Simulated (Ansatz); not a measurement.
Input file:

```
crystal:
  lattice:
    - [0.0, 1.90155, 1.90155]
    - [1.90155, 0.0, 1.90155]
    - [1.90155, 1.90155, 0.0]
  atoms:
    - { symbol: Rh, position: [0.0, 0.0, 0.0] }
basis:
  ecutwfc: 420
kpoints:
  mp_grid: { grid: [18, 18, 18] }
hamiltonian:
  xc: pbe
  dispersion: d3bj
scf:
  occupations: { method: gaussian, width: 0.1 }
output:
  forces: true
  stress: true
  eigenvalues: true
  write_density: true
  write_potential: true
  elf: true
  volumetric_format: npy
relax:
  adjacent_minimum: "off"
  f_tol: 0.005
  max_steps: 80
  cell: { stress_tol: 0.05 }
```

Run with:

```sh
ansatz run input.yaml --threads 4 --pin off --max-ram 10240MiB --backend cpu --events-out ev --progress --plain --runs-dir out
```

Below, planes, directions and counts refer to the conventional cell (a = 3.79 Å, b = 3.79 Å, c = 3.79 Å, α = 90.00°, β = 90.00°, γ = 90.00°).

Space group Fm-3m; computed without spin polarisation.

Method: Ansatz 0.2.0, DFT PBE+D3(BJ), scalar-relativistic, plane waves, PAW.

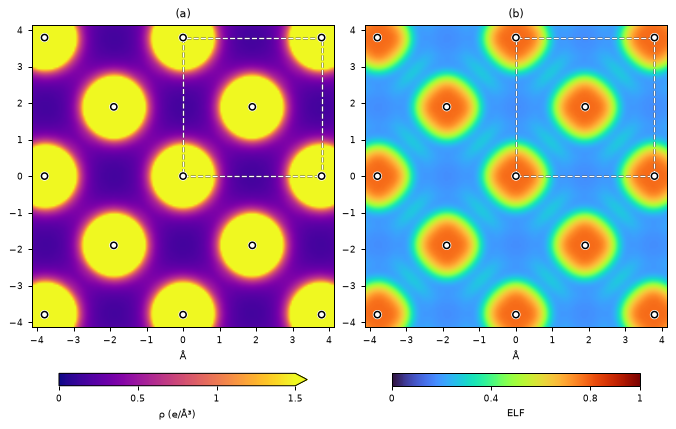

Rh. (a) valence electron density; (b) ELF on the (100) plane of the conventional cell. Circles mark the nuclei in the plane (Rh).

Core electrons are frozen (PAW), and the valence fields are smoothed inside the atomic spheres.

### Interpret the plot.

The plane passes through Rh nuclei.
Rh–Rh (2.68 Å): the density is about 0.36 e/Å³ at the midpoint; the ELF is about 0.25 at the midpoint; no shared electron pair shows on this line.
Between the atoms the lowest density in this plane is 0.16 e/Å³.
The features right at Rh lie inside the PAW spheres, where the map follows smoothed inner orbitals and isn't to be read closely.

### Metal or insulator at this level of theory?

It is gapless in this calculation (a metal or semimetal).
